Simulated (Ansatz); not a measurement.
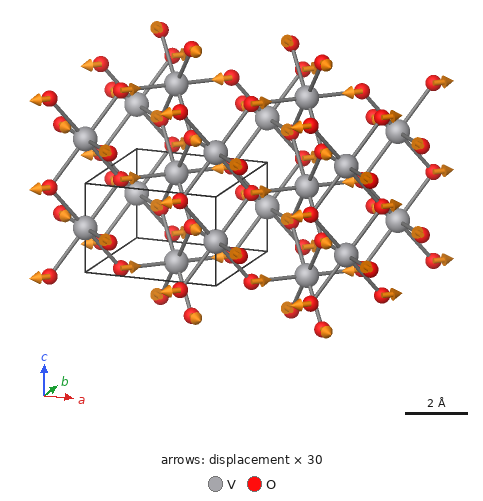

This is a relaxation of a crystal of VO$_{2}$ (a generated structure, set up in P4_2/mnm) (coarse preliminary run). The starting structure is drawn; orange arrows show the displacements (the part carried along by the change of the cell is left out), 30 times their true length.

A ball-and-stick model of the cell of the calculation, repeated 2 × 1 × 2 with one cell outlined, seen slightly off an axis.

Case: Cr → V on all its sites, cell and atoms relaxed.

The calculation used DFT PBE, scalar-relativistic, plane waves, PAW (Ansatz 0.2.0).

Input
```yaml
crystal:
  lattice:
    - [4.5876413675, 0.0, 0.0]
    - [0.0, 4.5876413675, 0.0]
    - [0.0, 0.0, 3.015138599]
  atoms:
    - { symbol: V, position: [0.0, 0.0, 0.5], spin: 0.98 }
    - { symbol: V, position: [0.5, 0.5, 0.0], spin: 0.98 }
    - { symbol: O, position: [0.1964084618, 0.1964084618, 0.0] }
    - { symbol: O, position: [0.3035915382, 0.6964084618, 0.5] }
    - { symbol: O, position: [0.8035915382, 0.8035915382, 0.0] }
    - { symbol: O, position: [0.6964084618, 0.3035915382, 0.5] }
basis:
  ecutwfc: 420
kpoints:
  mp_grid: { grid: [4, 4, 6] }
hamiltonian:
  xc: pbe
scf:
  occupations: { method: gaussian, width: 0.1 }
output:
  forces: true
  stress: true
  eigenvalues: true
  populations: true
magnetization:
  spin_polarized: true
relax:
  adjacent_minimum: "off"
  f_tol: 0.05
  max_steps: 60
  cell: { stress_tol: 0.5 }
```

Run as
```bash
ansatz run input.yaml --threads 1 --pin off --max-ram 2560MiB --backend cpu --events-out ev --progress --plain --runs-dir out
```

Question: Which element moves most?

Answer: Oxygen: up to 0.024 Å, against 0.000 Å for vanadium.

Question: What happened in the run?

Answer: The energy falls by 0.295 eV per cell of the calculation in 4 accepted moves (6 points after the start). The largest force component goes from 0.0074 to 0.00073 eV/Å. The pressure goes from −13.37 to 0.01 GPa. The SCF was repeated twice at an unchanged geometry on a basis and grid sized afresh for the cell, which shifted the energy by 11.1 meV per cell of the calculation at most. The largest moves relative to the cell, 0.024 Å, are those of O3, O4, O5 and O6. O5 goes along [−1 −1 0]. V stays in place. Cell: a = b 4.588 → 4.584 Å (−0.1 %), c 3.015 → 2.837 Å (−5.9 %). Volume −6.1 %. Among the contacts that change: V1–V1 3.015 → 2.837 Å, V1–O3 1.974 → 1.922 Å, V1–O4 1.970 → 1.944 Å. Among the angles between lasting bonds that change: O3–V1–O5 80.4° → 84.9°, O3–V1–O3 99.6° → 95.1°, V1–O3–V1 99.6° → 95.1°. The space group stays P4_2/mnm (No. 136).
